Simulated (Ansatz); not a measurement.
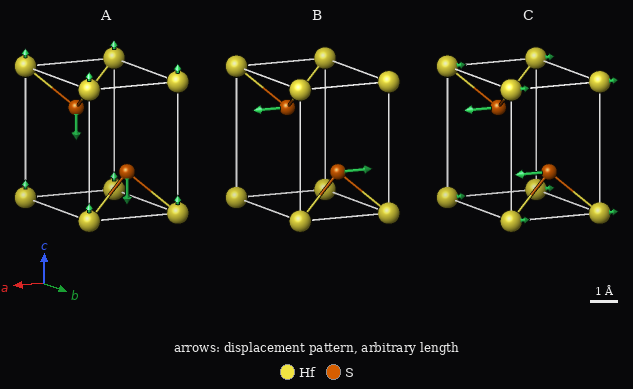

Three optical modes of a crystal of HfS₂ relaxed at 6 GPa at the zone centre, in no order (one member of each degenerate set). Displacements are drawn as green arrows; their common scale and sign are arbitrary. The picture is a ball-and-stick view of the cell of the calculation, seen from a free direction.

These are results of DFT LDA, scalar-relativistic, plane waves, PAW (Ansatz 0.2.0), not measurements. Set-up: plane-wave cutoff 420 eV; k-point mesh 12 × 12 × 8; occupations fermi dirac; smearing width 0.15 eV; target pressure 6 GPa; no spin polarisation.

The frequencies depend somewhat on the k-mesh and the smearing.

Q: Order them from the lowest to the highest frequency (imaginary ones first).

A: C (175 cm⁻¹), B (272 cm⁻¹), A (327 cm⁻¹). C, E_u: The S sublattice moves against the Hf sublattice, along a; the kinetic energy is shared as S 74 %, Hf 26 %. B, E_g: The Hf atoms stay at rest; all motion is along a; atoms of one kind move against one another, with no net shift of their sublattice. A, A₂u: The S sublattice moves against the Hf sublattice, along c; the kinetic energy is shared as S 74 %, Hf 26 %. The crystal is metallic in this run.
